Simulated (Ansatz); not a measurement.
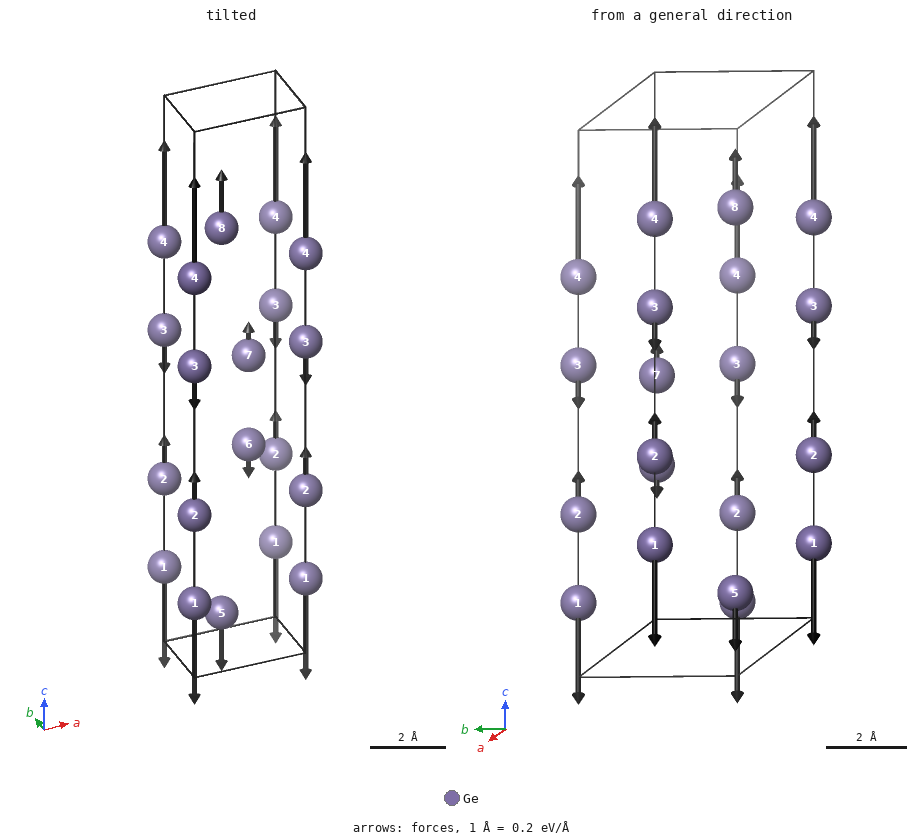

Spheres-only representation of a periodic structure, projected slightly off an axis and from a general direction. Lines trace the edges of the simulation cell. The arrows are the computed forces on the atoms.

System: Ge. Electronic-structure method: Ansatz, DFT r2SCAN, scalar-relativistic, plane waves, PAW. Parameters: a kinetic-energy cutoff of 500 eV, k-grid 10×10×3, Gaussian smearing of 0.03 eV, no spin polarisation.

Judging by the arrows, is the geometry relaxed?

Answer. No. The atoms still feel forces of up to about 0.48 eV/Å, far above a usual threshold of 0.01 to 0.03 eV/Å.

Identify the atom with the maximum force.

Answer. Ge1 and Ge4, about 0.48 eV/Å.

It derives from a structure listed in the Materials Project. The cell was then strained or its atoms displaced on purpose. It was run through Ansatz as a DFT input.
